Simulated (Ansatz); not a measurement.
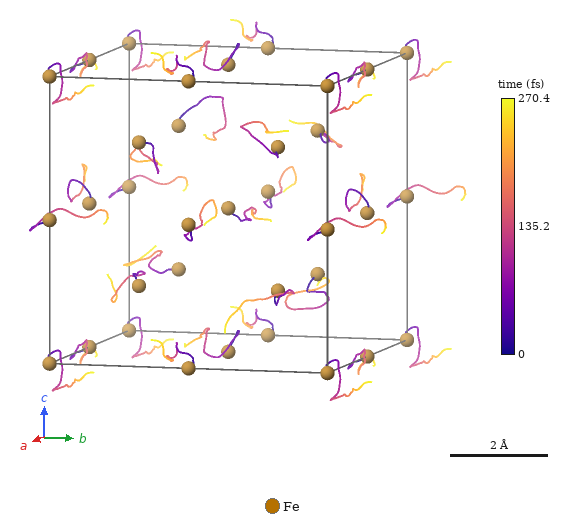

First-principles dynamics of a 16-atom cell of Fe, 270 fs long. The cell was cut from the bcc crystal. Lines trace each atom's path, coloured by time; spheres stand at the starting positions. Seen slightly off an axis in the simulation cell.

Level of theory: Ansatz, DFT PBE, scalar-relativistic, plane waves, PAW. Settings: plane-wave cutoff 420 eV; k-point mesh 2 × 2 × 2; Fermi-Dirac smearing 0.36 eV; low-accuracy preset; volume 1.15 times that of the relaxed crystal; Langevin thermostat (NVT); set temperature 4200 K; time step 3.38 fs; friction 0.02 per fs.

The input:
```yaml
accuracy: low
crystal:
  lattice:
    - [6.013738, 0.0, 0.0]
    - [0.0, 6.013738, 0.0]
    - [0.0, 0.0, 6.013738]
  atoms:
    - { symbol: Fe, position: [0.0, 0.0, 0.0] }
    - { symbol: Fe, position: [0.5, 0.0, 0.0] }
    - { symbol: Fe, position: [0.0, 0.5, 0.0] }
    - { symbol: Fe, position: [0.0, 0.0, 0.5] }
    - { symbol: Fe, position: [0.25, 0.25, 0.25] }
    - { symbol: Fe, position: [0.5, 0.5, 0.0] }
    - { symbol: Fe, position: [0.5, 0.0, 0.5] }
    - { symbol: Fe, position: [0.75, 0.25, 0.25] }
    - { symbol: Fe, position: [0.0, 0.5, 0.5] }
    - { symbol: Fe, position: [0.25, 0.75, 0.25] }
    - { symbol: Fe, position: [0.25, 0.25, 0.75] }
    - { symbol: Fe, position: [0.5, 0.5, 0.5] }
    - { symbol: Fe, position: [0.75, 0.75, 0.25] }
    - { symbol: Fe, position: [0.75, 0.25, 0.75] }
    - { symbol: Fe, position: [0.25, 0.75, 0.75] }
    - { symbol: Fe, position: [0.75, 0.75, 0.75] }
basis:
  ecutwfc: 420.0
kpoints:
  mp_grid: { grid: [2, 2, 2] }
hamiltonian:
  xc: pbe
scf:
  occupations: { method: fermi_dirac, width: 0.36 }
  lower_state_search: "off"
md:
  timestep: 3.38
  n_steps: 80
  ensemble: nvt_langevin
  temperature: 4200.0
  initial_velocities: maxwell_boltzmann
  seed: 273701
  friction: 0.02
```

Command:
```bash
ansatz run input.yaml --threads 2 --pin off --max-ram 5120MiB --backend cpu --events-out ev --progress --plain --runs-dir out
```

> What do the traces tell about the motion?

Root-mean-square distances from the starting positions over the second half, with the common drift of all atoms taken out: Fe 0.74 Å. Against the typical shortest distance between atoms in the first frame, about 2.6 Å these are large excursions, but over 270 fs one can't yet tell strong vibration from the start of diffusion.

Limits of the set-up: the k-point mesh is coarse for a cell with partly filled bands; the program's low-accuracy preset was used.

Cost: 13 min on 2 threads of Arm Neoverse V2 (shared host), peak memory 0.99 GiB.
